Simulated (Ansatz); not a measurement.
SiNi$_{2}$: several calculations on one system

## 1. Relaxation

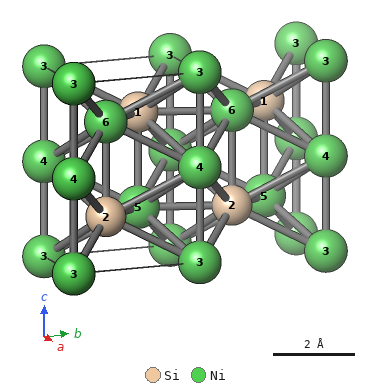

This is the input geometry for a relaxation of a crystal of SiNi2 (set up in P6_3/mmc). The picture is a ball-and-stick view of the cell of the calculation, repeated 1 × 2 × 1 with one cell outlined, seen slightly off an axis.

Case: biaxial strain in the a-b plane of +6.0 %; c and atoms relaxed.

Method: Ansatz 0.2.0, DFT PBEsol, scalar-relativistic, plane waves, PAW.

The input:
```yaml
crystal:
  lattice:
    - [4.100571473, 0.0, 0.0]
    - [-2.0502857365, 3.5511990656, 0.0]
    - [0.0, 0.0, 4.7399737896]
  atoms:
    - { symbol: Si, position: [0.3333333333, 0.6666666667, 0.75] }
    - { symbol: Si, position: [0.6666666667, 0.3333333333, 0.25] }
    - { symbol: Ni, position: [0.0, 0.0, 0.0] }
    - { symbol: Ni, position: [0.0, 0.0, 0.5] }
    - { symbol: Ni, position: [0.3333333333, 0.6666666667, 0.25] }
    - { symbol: Ni, position: [0.6666666667, 0.3333333333, 0.75] }
basis:
  ecutwfc: 420
kpoints:
  mp_grid: { grid: [12, 12, 8] }
hamiltonian:
  xc: pbesol
scf:
  occupations: { method: gaussian, width: 0.1 }
output:
  forces: true
  stress: true
  eigenvalues: true
  write_density: true
  write_potential: true
  elf: true
  volumetric_format: npy
relax:
  adjacent_minimum: "off"
  f_tol: 0.008
  max_steps: 40
  cell: { stress_tol: 0.015, fix: [a, b, gamma] }
```

Run as
```bash
ansatz run input.yaml --threads 1 --pin off --max-ram 2560MiB --backend cpu --events-out ev --progress --plain --runs-dir out
```

Predict the outcome.

Answer. The energy falls by 3.9 meV per cell of the calculation in 3 accepted moves (4 points after the start). All forces vanish by symmetry, so only the cell relaxes. Pressure: −14.74 GPa at the start and −15.92 GPa at the end. At 1 point the geometry stayed and the basis and grid were re-selected for the new cell (energy shift of 0.1 meV per cell of the calculation at most each time). No atom moves by more than 0.005 Å relative to the cell. The drawn cell changes as follows: a = b unchanged at 4.101 Å, c 4.740 → 4.771 Å (+0.7 %); the volume changes by +0.7 %. Some distances before and after: Si1–Ni5 2.370 → 2.386 Å, Ni3–Ni4 2.370 → 2.386 Å. The space group stays P6_3/mmc (No. 194). The run took 100 s on 1 thread of Arm Neoverse V2, with other jobs on the host, peak memory 0.51 GiB.

## 2. Relaxation

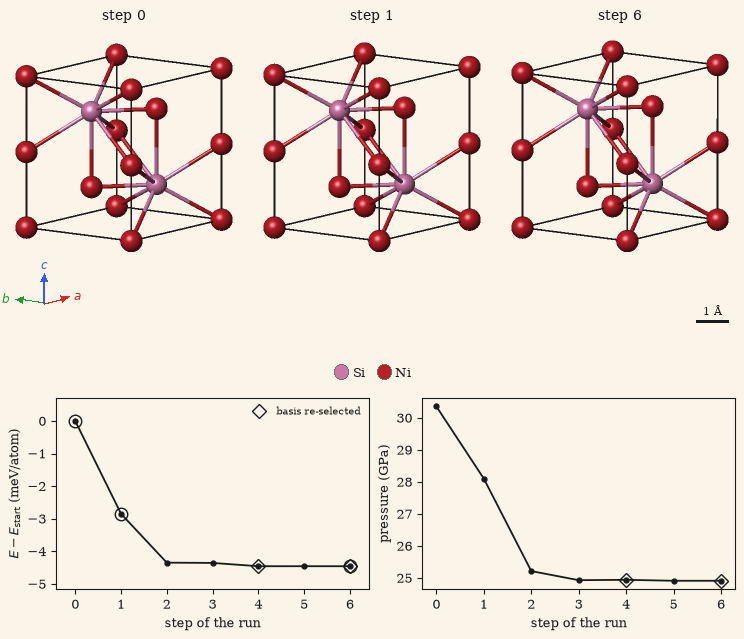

Frames of a relaxation of a crystal of SiNi$_{2}$ (set up in P6_3/mmc), marked on the history of the run. A ball-and-stick model of the cell of the calculation, seen from a free direction.

Case: biaxial strain in the a-b plane of -6.0 %; c and atoms relaxed.

Computed with Ansatz 0.2.0, DFT PBEsol, scalar-relativistic, plane waves, PAW.

Input file:
```yaml
crystal:
  lattice:
    - [3.6363558345, 0.0, 0.0]
    - [-1.8181779173, 3.1491765299, 0.0]
    - [0.0, 0.0, 5.0939967282]
  atoms:
    - { symbol: Si, position: [0.3333333333, 0.6666666667, 0.75] }
    - { symbol: Si, position: [0.6666666667, 0.3333333333, 0.25] }
    - { symbol: Ni, position: [0.0, 0.0, 0.0] }
    - { symbol: Ni, position: [0.0, 0.0, 0.5] }
    - { symbol: Ni, position: [0.3333333333, 0.6666666667, 0.25] }
    - { symbol: Ni, position: [0.6666666667, 0.3333333333, 0.75] }
basis:
  ecutwfc: 420
kpoints:
  mp_grid: { grid: [12, 12, 8] }
hamiltonian:
  xc: pbesol
scf:
  occupations: { method: gaussian, width: 0.1 }
output:
  forces: true
  stress: true
  eigenvalues: true
relax:
  adjacent_minimum: "off"
  f_tol: 0.008
  max_steps: 40
  cell: { stress_tol: 0.015, fix: [a, b, gamma] }
```

Launched with:
```bash
ansatz run input.yaml --threads 1 --pin off --max-ram 2560MiB --backend cpu --events-out ev --progress --plain --runs-dir out
```

**Describe the path.**

No atom moves by more than 0.005 Å relative to the cell. The drawn cell changes as follows: a = b unchanged at 3.636 Å, c 5.094 → 5.204 Å (+2.2 %); the volume changes by +2.2 %. Some distances before and after: Si1–Ni5 2.547 → 2.602 Å, Si1–Ni3 2.456 → 2.470 Å, Ni3–Ni5 2.456 → 2.470 Å. The space group stays P6_3/mmc (No. 194). After 4 accepted moves (6 points after the start) the energy has fallen by 4.5 meV per atom. All forces vanish by symmetry, so only the cell relaxes. The pressure goes from 30.36 to 24.91 GPa. At 2 points the geometry stayed and the basis and grid were re-selected for the new cell (energy shift of 0.1 meV per atom at most each time). From step 0 to 1: volume +0.9 %, energy −2.8 meV per atom. From step 1 to 6: volume +1.3 %, energy −1.6 meV per atom.

| step | E − E(0), meV/atom | pressure, GPa | volume, Å³/atom | note |
| --- | --- | --- | --- | --- |
| 0 | 0.00 | 30.36 | 9.722 |  |
| 1 | -2.85 | 28.10 | 9.806 |  |
| 2 | -4.35 | 25.21 | 9.920 |  |
| 3 | -4.35 | 24.93 | 9.932 |  |
| 4 | -4.46 | 24.94 | 9.932 | same geometry, new basis |
| 5 | -4.45 | 24.91 | 9.933 |  |
| 6 | -4.46 | 24.91 | 9.933 | same geometry, new basis |

## 3. A change

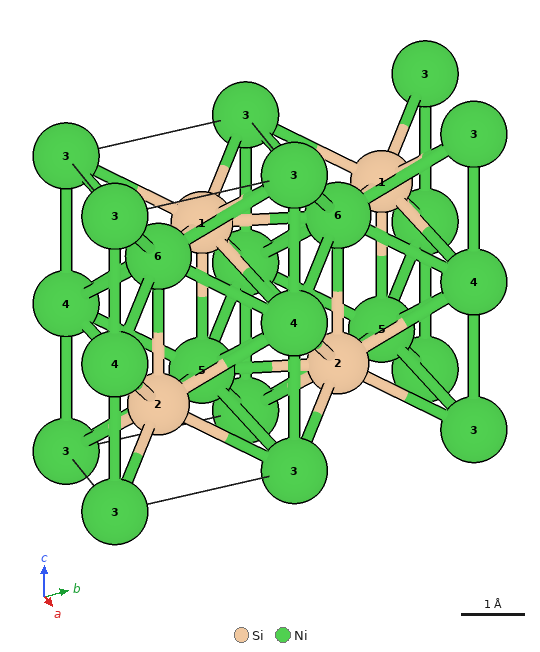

The starting point is a crystal of SiNi$_{2}$ (set up in P6_3/mmc). A ball-and-stick model of the cell of the calculation, repeated 1 × 2 × 1 with one cell outlined, seen slightly off an axis.

Computed with Ansatz 0.2.0, DFT PBEsol, scalar-relativistic, plane waves, PAW. Settings: plane-wave cutoff 420 eV; k-point mesh 12 × 12 × 8; occupations gaussian; smearing width 0.1 eV; no spin polarisation.

Change: Biaxial strain in the a–b plane, −4.0 %, is applied. The c axis and the atoms are relaxed.

### What is the effect?

It costs 59.4 meV per atom. The pressure goes from 0.0 to 15.6 GPa. The principal stresses (compression positive) are 0.0 GPa along c and 23.4 GPa across it. The drawn cell changes as follows: a = b 3.868 → 3.714 Å (−4.0 %), c 4.917 → 5.088 Å (+3.5 %); the volume changes by −4.6 %. No atom moves by more than 0.005 Å relative to the cell. Among the bonded contacts that change: Ni–Si 2.233 → 2.144 Å, Ni–Si 2.458 → 2.544 Å, Ni–Ni 2.458 → 2.544 Å, Ni–Ni 2.549 → 2.493 Å. The space group stays P6_3/mmc (No. 194).

The changed structure in the same view:

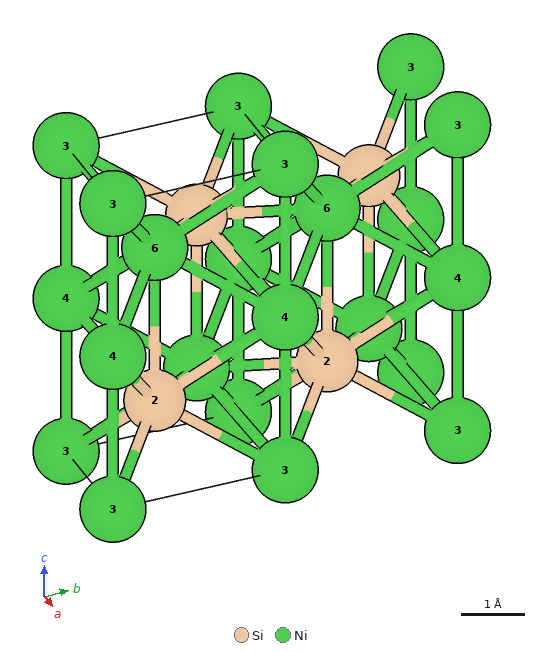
